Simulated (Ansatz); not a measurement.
Geometry relaxation, with input and output: MgB2

MgB2 (P6/mmm, 3 atoms in the cell), computed with DFT r2SCAN, scalar-relativistic, plane waves, PAW, no spin polarisation (Ansatz 0.2.0).

The structure derives from an entry of the Crystallography Open Database.

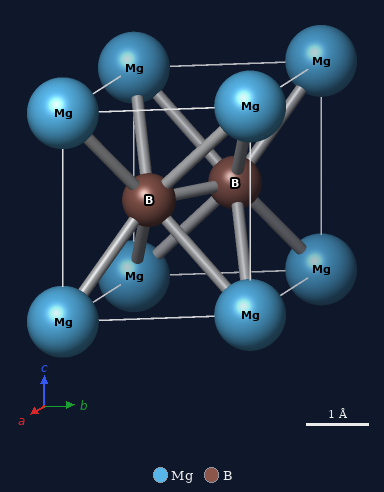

**Figure 1.** The starting structure (ball-and-stick view of the cell of the calculation, seen slightly off an axis). Near neighbours in the crystal (not all of them lie inside the picture): Mg has 12 B at 2.51 Å; B has 3 B at 1.78 Å and 6 Mg at 2.51 Å.

Results in brief

- outcome: converged
- space group (tolerance 0.01 Å): P6/mmm (191)
- electrons treated: 16
- free energy: −2240.0618 eV
- Fermi energy: 9.383 eV
- gap on the k-point mesh: none (metallic)
- pressure: 0.02 GPa
- final volume: 28.62 Å³
- largest force (length of the vector) at the end: under 0.001 eV/Å
- final cell: a = 3.069 Å, b = 3.069 Å, c = 3.508 Å, α = 90.00°, β = 90.00°, γ = 120.00°
- hardware: 1 thread of Arm Neoverse V1, 24 GiB of memory available, shared host
- wall time: 46 s
- peak memory: 0.46 GiB

The input
```yaml
crystal:
  lattice:
    - [3.085, 0.0, 0.0]
    - [-1.5425, 2.6716883707, 0.0]
    - [0.0, 0.0, 3.523]
  atoms:
    - { symbol: Mg, position: [0.0, 0.0, 0.0] }
    - { symbol: B, position: [0.3333333333, 0.6666666667, 0.5] }
    - { symbol: B, position: [0.6666666667, 0.3333333333, 0.5] }
basis:
  ecutwfc: 500
kpoints:
  mp_grid: { grid: [18, 18, 12] }
hamiltonian:
  xc: r2scan
scf:
  occupations: { method: gaussian, width: 0.1 }
output:
  forces: true
  stress: true
  eigenvalues: true
  write_density: true
  write_potential: true
  elf: true
  volumetric_format: npy
relax:
  adjacent_minimum: "off"
  f_tol: 0.005
  max_steps: 80
  cell: { stress_tol: 0.05 }
```

Launch command:
```bash
ansatz run input.yaml --threads 1 --pin off --max-ram 2560MiB --backend cpu --events-out ev --progress --plain --runs-dir out
```

Output
```
Engine: ansatz 0.2.0, aarch64-unknown-linux-gnu
Pseudopotentials: kind: paw
Pseudopotential: Mg, paw, valence charge 10, recommended cutoff 500 eV (meta_gga), Mg.paw.azcp
Pseudopotential: B, paw, valence charge 3, recommended cutoff 500 eV (meta_gga), B.paw.azcp
Functional definition: r2SCAN
  parameter k0 = 0.174
  parameter k1 = 0.065
  parameter a1 = 4.9479
  exchange = r2scan_x(k0 = k0, k1 = k1, a1 = a1)
  correlation = r2scan_c
Crystal: 3 atoms, lattice volume = 29.037 Å³
Basis set: ecut = 500 eV, 757 PW (Γ), exchange–correlation on 96×96×108 points (64 copies of the dense FFT grid, shifted against one another)
Bands: 12, of which v1, the nominal top of the filled ones, is band 8 counted from 1 (7 counted from 0)
Symmetry: 24 space group operations
Space group: P6/mmm (ITA 191), of the structure as read, at distance tolerance 3.1e-5 Å
k-points: 259 of 3888
Non-local potential: Mg, projectors of the file, l = 0: 3, l = 1: 2, l = 2: 1
Non-local potential: B, projectors of the file, l = 0: 2, l = 1: 2, l = 2: 1
PAW form: soft (Blöchl's): semilocal exchange-correlation on the pseudo side does not see the compensation charge
PAW frozen core: Mg, regenerated for the run's functional (the file was generated under x = pbe(κ = 0.804, μ = 0.2195149727645171), c = pbe(β = 0.06672455060314922))
PAW frozen core: B, regenerated for the run's functional (the file was generated under x = pbe(κ = 0.804, μ = 0.2195149727645171), c = pbe(β = 0.06672455060314922))
PAW one-centre angular grid: Mg, 302 points (default); XC on 224 Gauss nodes
PAW one-centre angular grid: B, 302 points (default); XC on 160 Gauss nodes
Initial density: superposition of atomic densities (neutral atoms: chi_scale 0, normalization atom), corrected by the library's trained network
Initial wavefunctions: pseudopotential atomic-orbital guess
Functional: x = r2scan, c = r2scan; τ floored in thin density (d = 2e-4 eV/Å³)
SCF iter   1: F=—  HF=-2239.995414 eV  |F-HF|=—  |Δ(HF+E_count)|=         —  Δρ=7.28e-3  dr2=5.22e-3  dr2_τ=2.19e-1  ethr=1.77e-3  ⟨swp⟩=5.1  Hψ=17664  notcnv=0
preconditioner: auto → none  [metal: Δε(μ)=0.011 eV  Ē_g=11.956 eV  σ=0.100 eV  W_gap=0.06  n_scr=8 (ndim 8)  ℏωp=19.5 eV  f_vac=0.000  D(μ)=0.59/eV (n_scr^D=2)  sad-step TF]
SCF iter   2: F=—  HF=-2240.058198 eV  |F-HF|=—  |Δ(HF+E_count)|=   6.28e-2  Δρ=3.98e-3  dr2=2.63e-3  dr2_τ=5.25e-5  ethr=3.26e-5  ⟨swp⟩=2.0  Hψ=8269  notcnv=0  defer=19
SCF iter   3: F=—  HF=-2240.058876 eV  |F-HF|=—  |Δ(HF+E_count)|=   6.78e-4  Δρ=1.11e-3  dr2=2.53e-4  dr2_τ=9.13e-6  ethr=1.64e-5  ⟨swp⟩=2.3  Hψ=4320  notcnv=0  defer=19
SCF iter   4: F=—  HF=-2240.058883 eV  |F-HF|=—  |Δ(HF+E_count)|=   6.77e-6  Δρ=2.27e-4  dr2=1.02e-5  dr2_τ=9.89e-7  ethr=1.58e-6  ⟨swp⟩=2.2  Hψ=4042  notcnv=0  defer=19
SCF iter   5: F=—  HF=-2240.058887 eV  |F-HF|=—  |Δ(HF+E_count)|=   4.97e-6  Δρ=3.38e-5  dr2=1.65e-7  dr2_τ=1.54e-8  ethr=6.38e-8  ⟨swp⟩=2.3  Hψ=4027  notcnv=0  defer=19
SCF iter   6: F=-2240.058888 eV  HF=-2240.058888 eV  |F-HF|=8.07e-10  |Δ(HF+E_count)|=   2.83e-7  Δρ=4.66e-6  dr2=1.22e-8  dr2_τ=1.22e-10  ethr=6.25e-10  ⟨swp⟩=9.2  Hψ=21068  notcnv=0
SCF 1 converged in 6 iterations: F = -2240.058888 eV  dr2 = 1.22e-8
  greatest PAW one-centre occupation: 1.000 electrons in one spin orbital (limit 2), on the Mg atom at site 0 (counted from 0), in its partial waves of l = 0
relax step   1: F+E_penalty+E_count = -2240.05888778 eV  Δ(F+E_penalty+E_count) = +0.000e0 eV  max|allowed force component| = 2.961e-16 eV/Å  Δτ_max = 0.0000 Å  P = -2.217 GPa  Ω = 29.037 Å³  (6 SCF iters, dr2 threshold 1.00e-7 eV, accepted)
Crystal: 3 atoms, lattice volume = 28.761 Å³
Basis set: ecut = 500 eV, 745 PW (Γ), exchange–correlation on 96×96×108 points (64 copies of the dense FFT grid, shifted against one another)
Initial density: handed on by an earlier stage of this run
Initial wavefunctions: those handed on with the density
iter 1 solved again at ethr=4.04e-6 eV; its pass at ethr=3.10e-3 eV (dr2=6.47e-4 eV) is discarded
SCF iter   1: F=—  HF=-2240.061304 eV  |F-HF|=—  |Δ(HF+E_count)|=         —  Δρ=1.14e-3  dr2=6.40e-4  dr2_τ=2.25e-4  ethr=4.04e-6  ⟨swp⟩=1.0  Hψ=18025  notcnv=0
preconditioner: auto → none  [metal: Δε(μ)=0.035 eV  Ē_g=12.047 eV  σ=0.100 eV  W_gap=0.19  n_scr=8 (ndim 8)  ℏωp=19.6 eV  f_vac=0.000  D(μ)=0.62/eV (n_scr^D=2)]
SCF iter   2: F=—  HF=-2240.061565 eV  |F-HF|=—  |Δ(HF+E_count)|=   2.61e-4  Δρ=2.28e-4  dr2=1.65e-5  dr2_τ=1.26e-6  ethr=4.00e-6  ⟨swp⟩=2.0  Hψ=3984  notcnv=0
SCF iter   3: F=—  HF=-2240.061572 eV  |F-HF|=—  |Δ(HF+E_count)|=   7.32e-6  Δρ=7.72e-5  dr2=1.23e-6  dr2_τ=5.78e-8  ethr=1.03e-7  ⟨swp⟩=2.0  Hψ=3996  notcnv=0
SCF iter   4: F=-2240.061573 eV  HF=-2240.061573 eV  |F-HF|=3.77e-8  |Δ(HF+E_count)|=   1.18e-6  Δρ=1.20e-5  dr2=2.23e-8  dr2_τ=4.78e-10  ethr=1.87e-9  ⟨swp⟩=10.1  Hψ=22819  notcnv=0
SCF 2 converged in 4 iterations: F = -2240.061573 eV  dr2 = 2.23e-8
  Residual-converged pass: ⟨swp⟩=1.0  Hψ=4145  notcnv=0  max |occ|·‖R‖ = 7.0e-9 eV (tolerance 1.0e-8 eV)  dr2=2.23e-8  dr2_τ=4.78e-10  dr2_onsite=3.17e-9  max |Δocc| = 2.2e-10
relax step   2: F+E_penalty+E_count = -2240.06157339 eV  Δ(F+E_penalty+E_count) = -2.686e-3 eV  max|allowed force component| = 4.503e-16 eV/Å  Δτ_max = 0.0000 Å  P = -0.723 GPa  Ω = 28.761 Å³  energy of the carried Pulay correction = +5.160e-5 eV  (4 SCF iters, dr2 threshold 3.00e-7 eV, accepted)
Crystal: 3 atoms, lattice volume = 28.624 Å³
iter 1 solved again at ethr=9.28e-7 eV; its pass at ethr=3.10e-3 eV (dr2=1.48e-4 eV) is discarded
SCF iter   1: F=—  HF=-2240.061827 eV  |F-HF|=—  |Δ(HF+E_count)|=         —  Δρ=5.43e-4  dr2=1.46e-4  dr2_τ=5.41e-5  ethr=9.28e-7  ⟨swp⟩=1.0  Hψ=18031  notcnv=0
preconditioner: auto → none  [metal: Δε(μ)=0.017 eV  Ē_g=12.080 eV  σ=0.100 eV  W_gap=0.10  n_scr=8 (ndim 8)  ℏωp=19.6 eV  f_vac=0.000  D(μ)=0.62/eV (n_scr^D=2)]
SCF iter   2: F=—  HF=-2240.061899 eV  |F-HF|=—  |Δ(HF+E_count)|=   7.18e-5  Δρ=1.16e-4  dr2=4.25e-6  dr2_τ=2.78e-7  ethr=9.12e-7  ⟨swp⟩=2.0  Hψ=4014  notcnv=0
SCF iter   3: F=—  HF=-2240.061901 eV  |F-HF|=—  |Δ(HF+E_count)|=   1.89e-6  Δρ=4.00e-5  dr2=3.11e-7  dr2_τ=1.39e-8  ethr=1.87e-9  ⟨swp⟩=10.6  Hψ=24730  notcnv=0
SCF iter   4: F=-2240.061901 eV  HF=-2240.061901 eV  |F-HF|=1.05e-8  |Δ(HF+E_count)|=   3.30e-7  Δρ=5.93e-6  dr2=5.76e-9  dr2_τ=1.13e-10  ethr=1.87e-9  ⟨swp⟩=9.0  Hψ=20298  notcnv=0
SCF 3 converged in 4 iterations: F = -2240.061901 eV  dr2 = 5.76e-9
relax step   3: F+E_penalty+E_count = -2240.06190089 eV  Δ(F+E_penalty+E_count) = -3.275e-4 eV  max|allowed force component| = 1.974e-16 eV/Å  Δτ_max = 0.0000 Å  P = +0.016 GPa  Ω = 28.624 Å³  energy of the carried Pulay correction = +7.776e-5 eV  (4 SCF iters, dr2 threshold 3.00e-7 eV, accepted)
Initial wavefunctions: pseudopotential atomic-orbital guess (no wavefunctions were taken with the density)
iter 1 solved again at ethr=1.81e-8 eV; its pass at ethr=3.10e-3 eV (dr2=2.90e-6 eV) is discarded
SCF iter   1: F=—  HF=-2240.061826 eV  |F-HF|=—  |Δ(HF+E_count)|=         —  Δρ=1.19e-5  dr2=8.87e-9  dr2_τ=2.40e-8  ethr=1.81e-8  ⟨swp⟩=4.3  Hψ=26649  notcnv=0
preconditioner: auto → none  [metal: Δε(μ)=0.021 eV  Ē_g=12.076 eV  σ=0.100 eV  W_gap=0.12  n_scr=8 (ndim 8)  ℏωp=19.6 eV  f_vac=0.000  D(μ)=0.62/eV (n_scr^D=2)]
SCF iter   2: F=—  HF=-2240.061825 eV  |F-HF|=—  |Δ(HF+E_count)|=   3.68e-7  Δρ=6.00e-6  dr2=2.71e-9  dr2_τ=6.54e-10  ethr=5.55e-11  ⟨swp⟩=2.0  Hψ=5146  notcnv=0
SCF iter   3: F=—  HF=-2240.061825 eV  |F-HF|=—  |Δ(HF+E_count)|=   1.27e-8  Δρ=7.16e-7  dr2=8.01e-11  dr2_τ=5.21e-12  ethr=1.69e-11  ⟨swp⟩=2.0  Hψ=4195  notcnv=0
SCF iter   4: F=-2240.061825 eV  HF=-2240.061825 eV  |F-HF|=1.73e-11  |Δ(HF+E_count)|=  2.96e-10  Δρ=1.88e-7  dr2=1.02e-11  dr2_τ=1.38e-13  ethr=1.00e-12  ⟨swp⟩=6.9  Hψ=14981  notcnv=0
SCF 4 converged in 4 iterations: F = -2240.061825 eV  dr2 = 1.02e-11
relax step   4: F+E_penalty+E_count = -2240.06182531 eV  Δ(F+E_penalty+E_count) = +7.557e-5 eV  max|allowed force component| = 1.295e-16 eV/Å  Δτ_max = 0.0000 Å  P = +0.016 GPa  Ω = 28.624 Å³  stress off target by 4.65e-2 GPa  SCF on the basis re-selected at this cell (its energy is not comparable with the rows above)  (4 SCF iters)
```

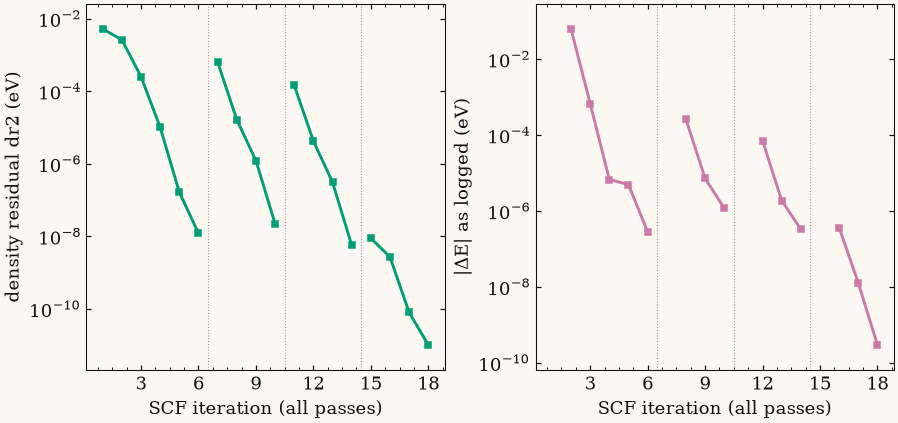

**Figure 2.** Convergence of the self-consistent field: density residual dr2 and size of the energy change against the SCF iteration. The dotted lines part the SCF passes of the relaxation: geometry steps, rejected trials and re-solves on a re-selected basis. The passes take 6, 4, 4 and 4 iterations.

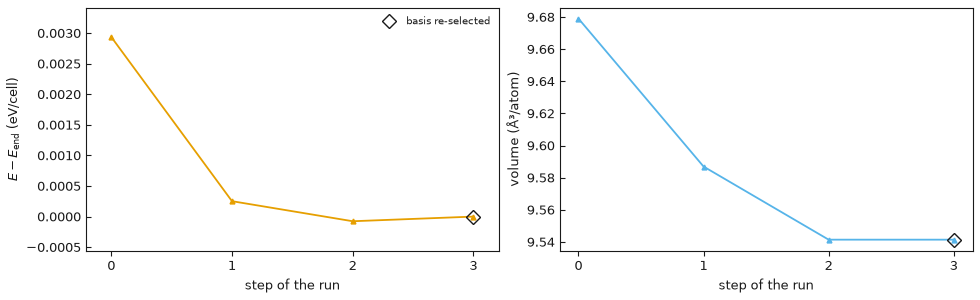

**Figure 3.** Progress of the relaxation, step by step (the first geometry is step 0 here and step 1 in the log).

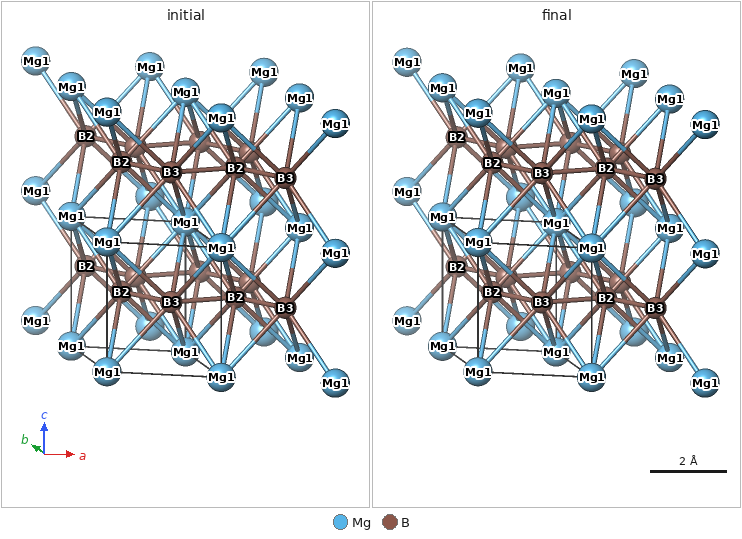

**Figure 4.** Before (left) and after (right) the relaxation, at one scale (ball-and-stick view of the cell of the calculation, repeated 2 × 2 × 2, seen slightly off an axis). The atoms keep their places relative to the cell (all moves are under 0.005 Å). The volume changes by −1.4 %, with a = b 3.085 → 3.069 Å (−0.5 %), c 3.523 → 3.508 Å (−0.4 %). Among the contacts that change: Mg1–B2 2.505 → 2.493 Å, B2–B3 1.781 → 1.772 Å. The space group stays P6/mmm (No. 191). Over 2 geometry steps the energy falls by 3.0 meV per cell of the calculation. All forces vanish by symmetry, so only the cell relaxes. The pressure goes from −2.22 to 0.02 GPa. A last SCF at the same geometry on a re-selected plane-wave basis shifts the energy by +0.1 meV per cell of the calculation. (Atoms are counted from 1 in the order of the input.)

```
basis re-selected at this cell: Δ(F+E_penalty+E_count) = +7.557e-5 eV, ΔP = -0.001 GPa vs the last step (what re-selecting the basis moved, of the pressure what is left beyond the Pulay correction that the steps carried, after the strain that the cell walked since its last selection, with what the two solves' SCF thresholds leave and, on support functions, any second-order correction that the steps lacked; it is no measure of the basis error at this ecutwfc). This SCF's stress stands 4.65e-2 GPa from its target on what of the cell is left free (relax.cell.stress_tol is 5.00e-2 GPa) and its largest allowed force component is 1.30e-16 eV/Å (relax.f_tol is 5.00e-3 eV/Å): within both
SCF converged after 4 iterations
Free energy (F): -2240.061825 eV
Harris-Foulkes:  -2240.061825 eV  (|F-HF|=1.73e-11)
Internal energy: -2240.058731 eV  (E = F + TS)
E sigma→0 (E₀):  -2240.060278 eV
Entropy (-TS):   -0.003094 eV (-1.031 meV/atom)
Fermi energy:    9.383213 eV
--- Per-component energies (eV) ---
  E_band       = -307.965819
  E_kinetic    = 173.773847
  E_local      = -1515.509055  (includes V_loc(G=0)·N_el)
  E_nonlocal   = 117.944162
  E_hartree    = 540.169866
  E_xc         = -90.893560
  E_vxc        = -123.107745  (∫ρ·V_xc dr)
  E_paw        = -455.816223  (= ΣΔE_a)
  E_vpaw       = -47.881183  (= ΣTr[D̂ρ^β])
  E_aug_tail   = -0.000005  (compensation charges beyond the density's cutoff)
  E_vtau       = 6.474414  (kinetic-family band-sum trace: ∫τ·v_τ [+ j·A + Jᵃ·Aᵃ] dr)
  E_ewald      = -1009.664671
  E_core_change = -0.063092  (= ΣΔE_core)
  E_smearing   = -0.003094  (= −TS)
  E_closure    = -0.000000  (closes the sum)
  Σ components = -2240.061825   (vs F -2240.061825, Δ=0.00e0)
--- Forces (eV/Å), atoms counted from 1 ---
  atom   1  Mg    -0.00000000     0.00000000     0.00000000
  atom   2  B      0.00000000    -0.00000000     0.00000000
  atom   3  B      0.00000000     0.00000000     0.00000000
  max |Σ_I F_I| component: 5.55e-17 eV/Å
--- Stress (GPa, compression-positive) ---
        0.000219       0.000000       0.000000
        0.000000       0.000219       0.000000
        0.000000       0.000000       0.046544
  P = ⅓ Tr σ = 0.0157 GPa (0.157 kbar)
--- Band table (eV; the first three rows and the last of 259) ---
  k-point 0: bands = ["-68.7862", "-33.8862", "-33.8862", "-33.8702", "-3.9191", "6.2330", "9.7916", "9.7916", "11.3975", "16.0953", "16.0953", "18.0243"]
  k-point 1: bands = ["-68.7862", "-33.8861", "-33.8861", "-33.8707", "-3.8565", "5.7383", "9.8165", "9.8165", "12.0470", "16.1139", "16.1139", "18.0268"]
  k-point 2: bands = ["-68.7861", "-33.8860", "-33.8860", "-33.8721", "-3.6742", "4.6893", "9.8859", "9.8859", "13.5601", "16.1657", "16.1657", "18.0339"]
  k-point 258: bands = ["-68.7820", "-33.9145", "-33.9145", "-33.8697", "2.4659", "2.4659", "3.9054", "7.2872", "7.2872", "13.6498", "22.0793", "22.1591"]
--- Relaxed structure (3 steps of the walk, 3 accepted, 1 SCFs on fresh bases) ---
  F+E_penalty+E_count = -2240.06182531 eV   max|allowed force component| = 1.295e-16 eV/Å   (the final SCF, on the basis selected at the relaxed cell)
  cell:  # Å, volume = 28.6242 Å³
    - [3.069399471737393, 0.0, 0.0]
    - [-1.5346997358686965, 2.6581779168871185, 0.0]
    - [0.0, 0.0, 3.5082967609074553]
  atoms:
    - { symbol: Mg, position: [-7.93774171559519e-36, -2.0024062161482562e-36, 0.0] }
    - { symbol: B, position: [0.3333333333333333, 0.6666666666666666, 0.5] }
    - { symbol: B, position: [0.6666666666666666, 0.3333333333333333, 0.5] }
```

Trajectory as extended XYZ (Å, eV, eV/Å), 4 frames, from step=1 to step=4
```
3
Lattice="3.0850 0.0000 0.0000 -1.5425 2.6717 0.0000 0.0000 0.0000 3.5230" Properties=species:S:1:pos:R:3:forces:R:3 step=1 energy=-2240.05889 pressure_GPa=-2.22
Mg    0.0000    0.0000    0.0000    0.0000   0.0000   0.0000
B     0.0000    1.7811    1.7615    0.0000   0.0000   0.0000
B     1.5425    0.8906    1.7615    0.0000   0.0000   0.0000
3
Lattice="3.0742 0.0000 0.0000 -1.5371 2.6623 0.0000 0.0000 0.0000 3.5140" Properties=species:S:1:pos:R:3:forces:R:3 step=2 energy=-2240.06157 pressure_GPa=-0.72
Mg    0.0000    0.0000    0.0000    0.0000   0.0000   0.0000
B     0.0000    1.7749    1.7570    0.0000   0.0000   0.0000
B     1.5371    0.8874    1.7570    0.0000   0.0000   0.0000
3
Lattice="3.0694 0.0000 0.0000 -1.5347 2.6582 0.0000 0.0000 0.0000 3.5083" Properties=species:S:1:pos:R:3:forces:R:3 step=3 energy=-2240.06190 pressure_GPa=0.02
Mg    0.0000    0.0000    0.0000    0.0000   0.0000   0.0000
B     0.0000    1.7721    1.7541    0.0000   0.0000   0.0000
B     1.5347    0.8861    1.7541    0.0000   0.0000   0.0000
3
Lattice="3.0694 0.0000 0.0000 -1.5347 2.6582 0.0000 0.0000 0.0000 3.5083" Properties=species:S:1:pos:R:3:forces:R:3 step=4 energy=-2240.06183 pressure_GPa=0.02
Mg    0.0000    0.0000    0.0000    0.0000   0.0000   0.0000
B     0.0000    1.7721    1.7541    0.0000   0.0000   0.0000
B     1.5347    0.8861    1.7541    0.0000   0.0000   0.0000
```

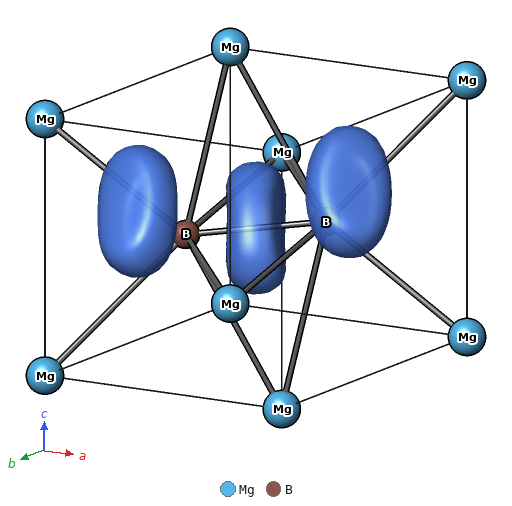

**Figure 5.** Isosurface of the electron localisation function at 0.75 (blue), seen at an oblique angle. Core shells and regions of very low density are left out. Sticks mark near contacts. The outline is the cell set on symmetry axes. Mg–B (2.49 Å): the ELF is about 0.40 at the midpoint (no shared pair; the contact is polar). In a PAW calculation such maps are meaningful between the atoms, not at the nuclei.

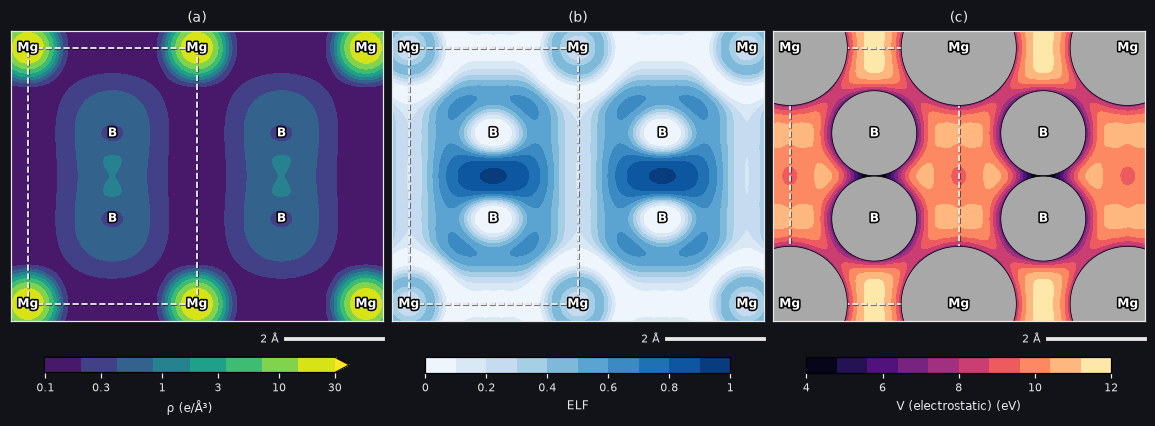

**Figure 6.** (a) valence electron density; (b) electron localisation function; (c) electrostatic potential energy of an electron on the (110) plane of the conventional cell. Grey discs, where drawn, cover atomic cores. The plane passes through Mg and B nuclei. Mg–B (2.49 Å): ρ is about 0.21 e/Å³ halfway; the ELF is about 0.40 at the midpoint; no shared pair; the contact is polar. Away from the nuclei the density in this plane falls to 0.1 e/Å³ at its lowest. Outside the cores the potential energy rises away from the atoms and is highest about 1.7 Å from the nearest atoms; outside the discs it spans about 7 eV, and its zero is arbitrary.
